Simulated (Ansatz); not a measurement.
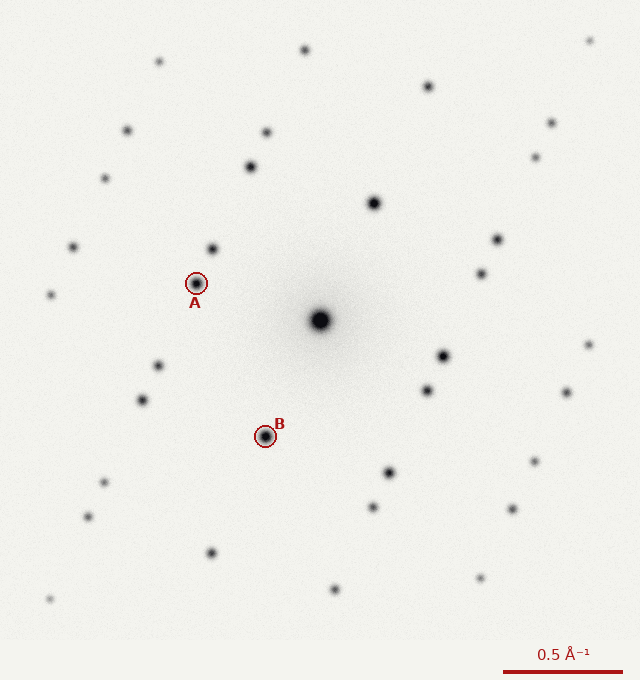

Kinematic zone-axis pattern, calculated for 200 keV electrons with B = 0.3 Å². Two individuals of a reflection twin are superposed (a geometric construction: whether this twin forms is not tested; the second individual is smaller and so fainter). Crystal: Au, space group P6/mmm (No. 191), a = 2.823 Å, c = 2.805 Å (hexagonal axes), zone axis [211]. Structure: the geometry relaxed with DFT PBE, scalar-relativistic, plane waves, PAW in Ansatz; the starting structure was generated, so it need not be a known form of this composition.

```cif
data_structure
_symmetry_space_group_name_H-M 'P6/mmm'
_symmetry_Int_Tables_number 191
_cell_length_a 2.8234
_cell_length_b 2.8234
_cell_length_c 2.8049
_cell_angle_alpha 90.000
_cell_angle_beta 90.000
_cell_angle_gamma 120.000
_cell_volume 19.36
loop_
_atom_site_label
_atom_site_type_symbol
_atom_site_symmetry_multiplicity
_atom_site_Wyckoff_symbol
_atom_site_fract_x
_atom_site_fract_y
_atom_site_fract_z
_atom_site_occupancy
Au1 Au 1 a 0.00000 0.00000 0.00000 1
```

In the first individual spot A is -1 1 1 and spot B is 0 -1 1.

On which plane is the crystal twinned?

(01-1). The spot positions of the combined pattern are mirror-symmetric about the row through 0 1 -1 (d = 1.843 Å), which both individuals share, while a single individual has only symmetry 2mm without that mirror line. Friedel's law adds a mirror line at right angles, along which no low-index reflection lies.

Which other reflections coincide?

Within the frame only the reflections of the common row coincide.
